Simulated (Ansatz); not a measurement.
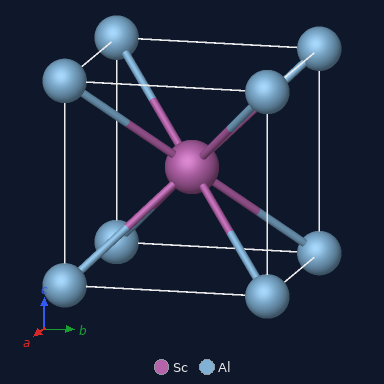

System: ScAl, space group Pm-3m (No. 221). The picture shows the cell.

Structure:
```xyz
2
Lattice="3.3254 0.0000 0.0000 0.0000 3.3254 0.0000 0.0000 0.0000 3.3254" Properties=species:S:1:pos:R:3 pbc="T T T"
Sc    1.6627    1.6627    1.6627
Al    0.0000    0.0000    0.0000
```

Calculation (Ansatz 0.2.0): harmonic phonon frequencies at the irreducible points of a q mesh with atoms at rest in the given cell, q in fractions of the reciprocal cell vectors, no long-range term at q = 0, imaginary frequencies are negative, the first points where there are many; plane waves with PAW datasets. Level: PBEsol, no spin polarisation.

- wave cutoff: 420 eV
- k mesh: 12×12×12
- occupations: Fermi–Dirac
- smearing width: 0.15 eV
- volume relative to the relaxed cell: 0.98
- phonon method: linear response
- q mesh: 2×2×2

Predict the phonon frequencies at several wave vectors (in fractions of the reciprocal vectors of the given cell).

No frequency is imaginary, so the structure is stable to these displacements at the wave vectors computed. The highest mode among the wave vectors computed lies at 353.6 cm⁻¹, at (0 −0.5 −0.5).

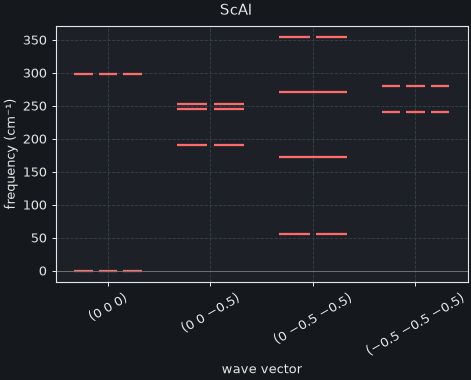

Imaginary frequencies are drawn as negative.

Keep in mind: metal sensitive to the k mesh.
